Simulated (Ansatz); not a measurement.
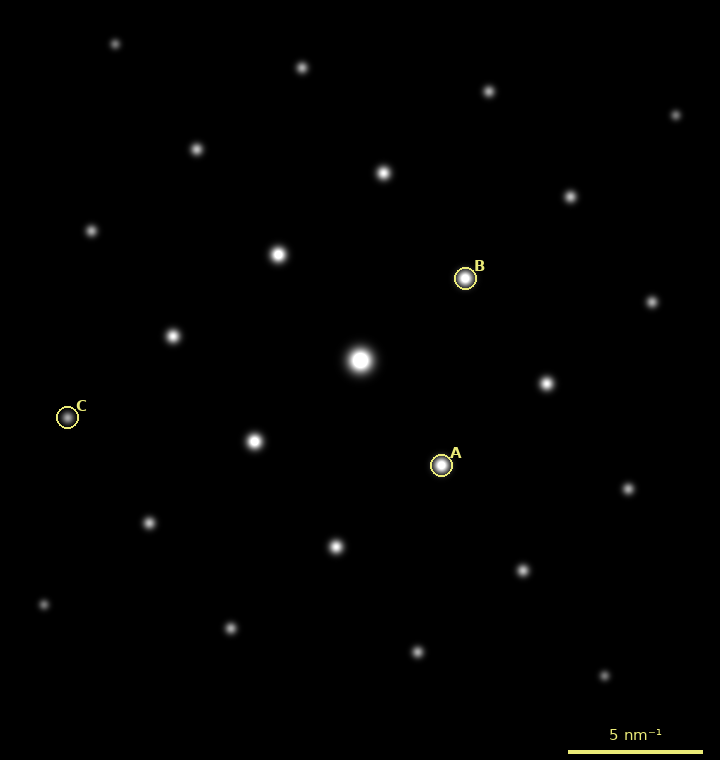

The pattern is a kinematic simulation for 80 kV electrons (no multiple scattering; isotropic B = 0.5 Å²). The zone axis points towards the electron source and the pattern is seen from the source side.

The sample is Fe, space group Im-3m (No. 229), a = 2.83 Å. Structure: the end point of a relaxation with DFT PBE, scalar-relativistic, plane waves, PAW in Ansatz 0.2.0; the starting structure was generated, so it need not be a known form of this composition.

```csv
atom,site,symmetry,x,y,z
Fe,2a,m-3m,0.0000,0.0000,0.0000
```

Spot A is indexed -1 -1 0 and spot B 1 -1 0.

### What are the indices of the remaining marked spot?

C = −A − 2B = -1 3 0 (d = 0.895 Å).

### Which zone axis is this?

The cross product of A and B is parallel to [001]; every spot obeys hu + kv + lw = 0.

### What are the spacings of A and B and the angle between them?

d(A) = 2.002 Å, d(B) = 2.002 Å, and the angle is 90.0°.
